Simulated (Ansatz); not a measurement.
Al₄Ga₁₁N₁₆ (cell charge −2, with a compensating background) (cell with a defect)

Input file:

```
crystal:
  lattice:
    - [-4.4676279237, 4.4676279237, 4.4676279237]
    - [4.4676279237, -4.4676279237, 4.4676279237]
    - [4.4676279237, 4.4676279237, -4.4676279237]
  atoms:
    - { symbol: Al, position: [0.0014184516, 0.5009480169, 0.5] }
    - { symbol: Al, position: [0.5009480169, 0.0014184516, 0.5] }
    - { symbol: Al, position: [0.4985815484, 0.4985815484, -0.0004704347] }
    - { symbol: Al, position: [-0.0009480169, -0.0009480169, 0.0004704347] }
    - { symbol: Ga, position: [0.75, 0.75, 0.5] }
    - { symbol: Ga, position: [0.75, 0.25, 0.0] }
    - { symbol: Ga, position: [0.25, 0.75, 0.0] }
    - { symbol: Ga, position: [0.2495954006, 0.4985726594, 0.2526336464] }
    - { symbol: Ga, position: [0.754060987, 0.0014273406, 0.2510227412] }
    - { symbol: Ga, position: [0.745939013, 0.4969617542, 0.7473663536] }
    - { symbol: Ga, position: [0.2504045994, 0.0030382458, 0.7489772588] }
    - { symbol: Ga, position: [0.4969617542, 0.745939013, 0.7473663536] }
    - { symbol: Ga, position: [0.0030382458, 0.2504045994, 0.7489772588] }
    - { symbol: Ga, position: [0.0014273406, 0.754060987, 0.2510227412] }
    - { symbol: Ga, position: [0.4985726594, 0.2495954006, 0.2526336464] }
    - { symbol: "N", position: [0.5208803755, 0.5208803755, 0.7767335519], spin: 0.25 }
    - { symbol: "N", position: [-0.0009803207, -0.0009803207, 0.7539026374] }
    - { symbol: "N", position: [-0.0012142189, 0.4996195533, 0.2538789957] }
    - { symbol: "N", position: [0.4996195533, -0.0012142189, 0.2538789957] }
    - { symbol: "N", position: [0.5009803207, 0.7548829581, 0.5] }
    - { symbol: "N", position: [-0.0208803755, 0.2558531764, 0.5], spin: 0.25 }
    - { symbol: "N", position: [0.0003804467, 0.7542594423, -0.0008337722] }
    - { symbol: "N", position: [0.5012142189, 0.2550932146, 0.0008337722] }
    - { symbol: "N", position: [0.7548829581, 0.5009803207, 0.5] }
    - { symbol: "N", position: [0.2558531764, -0.0208803755, 0.5], spin: 0.25 }
    - { symbol: "N", position: [0.2550932146, 0.5012142189, 0.0008337722] }
    - { symbol: "N", position: [0.7542594423, 0.0003804467, -0.0008337722] }
    - { symbol: "N", position: [0.2441468236, 0.2441468236, 0.2232664481], spin: 0.25 }
    - { symbol: "N", position: [0.7451170419, 0.7451170419, 0.2460973626] }
    - { symbol: "N", position: [0.7457405577, 0.2449067854, 0.7461210043] }
    - { symbol: "N", position: [0.2449067854, 0.7457405577, 0.7461210043] }
  host:
    lattice:
      - [4.4676279237, 0.0, 0.0]
      - [0.0, 4.4676279237, 0.0]
      - [0.0, 0.0, 4.4676279237]
    atoms:
      - { symbol: Al, position: [0.0, 0.0, 0.0] }
      - { symbol: Ga, position: [0.5, 0.5, 0.0] }
      - { symbol: Ga, position: [0.5, 0.0, 0.5] }
      - { symbol: Ga, position: [0.0, 0.5, 0.5] }
      - { symbol: "N", position: [0.7550309213, 0.7550309213, 0.2449690787] }
      - { symbol: "N", position: [0.7550309213, 0.2449690787, 0.7550309213] }
      - { symbol: "N", position: [0.2449690787, 0.7550309213, 0.7550309213] }
      - { symbol: "N", position: [0.2449690787, 0.2449690787, 0.2449690787] }
total_charge: -2
basis:
  ecutwfc: 420
  xc_grid: 2
kpoints:
  mp_grid: { grid: [2, 2, 2], shift: [0.5, 0.5, 0.5] }
hamiltonian:
  xc: pbesol
scf:
  occupations: { method: gaussian, width: 0.01 }
output:
  forces: true
  stress: false
  eigenvalues: true
  populations: true
  charged_corrections:
    defect_position: [0.25, 0.25, 0.5]
    epsilon: [[9.9239, 0.0, 0.0], [0.0, 9.9239, 0.0], [0.0, 0.0, 9.9239]]
  write_density: true
  write_potential: true
  elf: true
  volumetric_format: npy
magnetization:
  spin_polarized: true
relax:
  adjacent_minimum: "off"
  f_tol: 0.025
  max_steps: 45
```

Launched as:

```sh
ansatz run input.yaml --threads 4 --pin off --max-ram 10240MiB --backend cpu --events-out ev --progress --plain --runs-dir out
```

The fields are those of the run's last geometry, not of the input's.

Spin-polarised.

All numbers below come from Ansatz, DFT PBEsol, scalar-relativistic, plane waves, PAW.

Core electrons are frozen (PAW), and the valence fields are smoothed inside the atomic spheres.

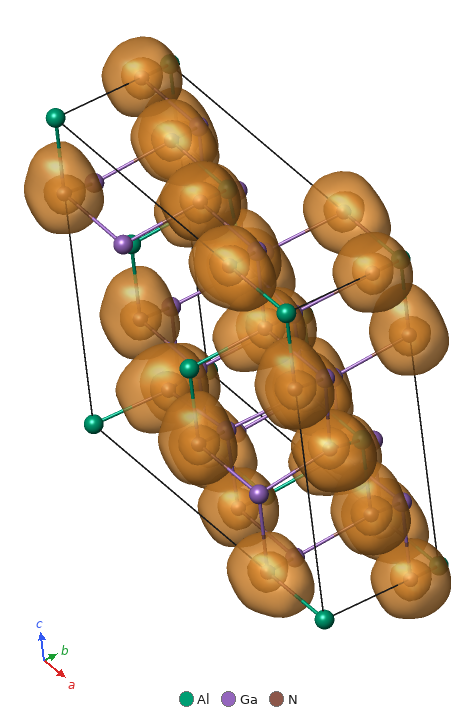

Figure 1. Isosurface of the electron localisation function at 0.7 (orange), seen slightly off an axis. Only the valence region is drawn (cores and ρ < 0.01 e/Å³ removed). Sticks mark near contacts.

**Describe the localisation domains.**

At this value the surface marks out 16 regions on N in which the atom's valence shell and bonds are merged, counted in one cell of 31 atoms. Any copies at cell faces, edges or corners count once. Profiles from the grid: Al–N (1.82 Å): the ELF peaks at about 0.90 between the atoms. Ga–N (1.87 Å): the ELF peaks at about 0.85 in the valence shell of N, 0.6 Å from its nucleus, and is about 0.50 at the midpoint.

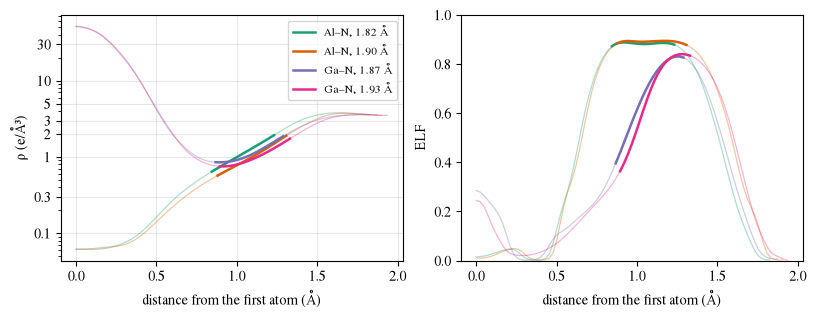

Figure 2. Valence charge density (pseudo) and electron localisation function along straight lines between neighbouring atoms. Thin, pale parts lie inside the atomic spheres.

**What can be read from the curves?**

Al–N (1.82 Å): ρ at the midpoint is about 0.78 e/Å³; the ELF peaks at about 0.90 between the atoms.
Al–N (1.90 Å): ρ is about 0.69 e/Å³ halfway; the ELF peaks at about 0.90 between the atoms.
Ga–N (1.87 Å): the density is about 0.86 e/Å³ at the midpoint; the ELF peaks at about 0.85 in the valence shell of N, 0.6 Å from its nucleus, and is about 0.50 at the midpoint.
Ga–N (1.93 Å): the density is about 0.77 e/Å³ at the midpoint; the ELF peaks at about 0.85 in the valence shell of N, 0.7 Å from its nucleus, and is about 0.45 at the midpoint.

**Does the calculation give a band gap?**

It is gapless in this calculation (a metal or semimetal).
